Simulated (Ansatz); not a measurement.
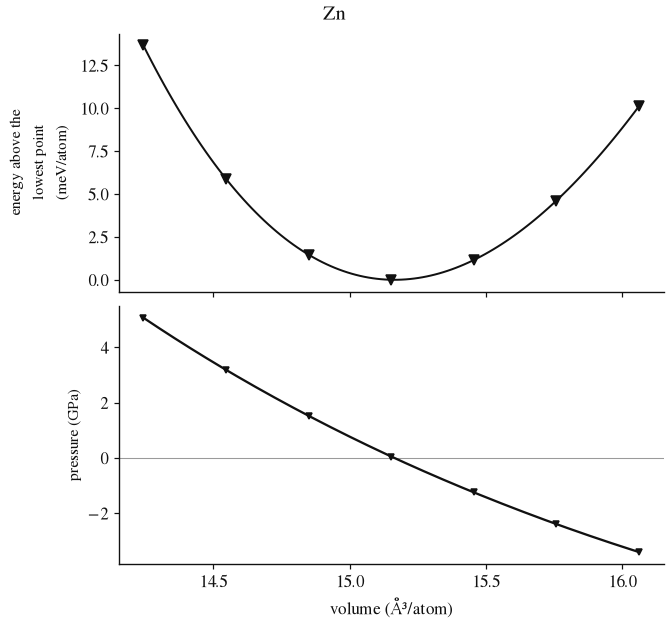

The plot gives the computed energy above the lowest point and pressure against volume for Zn, space group Fm-3m (No. 225) (one of a set of cubic test structures, which need not be the stable phase).

Method: equation of state of a cubic crystal from periodic Kohn-Sham density functional theory without spin, third-order Birch-Murnaghan fit to the free energies; pressure corrected for the finite basis (Ansatz 0.2.0 development build). Level: PBE.

- structure type: fcc
- atoms in cell: 1
- space group number: 225
- lattice centring: face-centred primitive
- k mesh: 24×24×24
- occupation method: Fermi–Dirac
- occupation width: 0.06123 eV
- wave cutoff: 420 eV
- datasets: soft-1 PAW
- density tolerance: 1e−07 eV
- bands: 10
- density cutoff ratio: 4
- search for lower states: default

Question: What equilibrium volume and bulk modulus follow from the curve?

Answer: A third-order Birch–Murnaghan fit gives V0 = 15.16 Å³/atom, B0 = 68.8 GPa and B′ = 5.2.

Question: What does the pressure do across the range?

Answer: It falls from 5.070 GPa at volume 14.24 Å³/atom to −3.408 GPa at 16.06 Å³/atom, and changes sign near 15.16 Å³/atom.

Caveats: cubic model structure, not the ambient form.

The computed values:

```tsv
volume (Å³/atom)	energy above the lowest point (meV/atom)	pressure (GPa)
14.24	13.7	5.070
14.55	5.9	3.185
14.85	1.5	1.523
15.15	0.0	0.050
15.46	1.2	-1.248
15.76	4.6	-2.396
16.06	10.1	-3.408
```
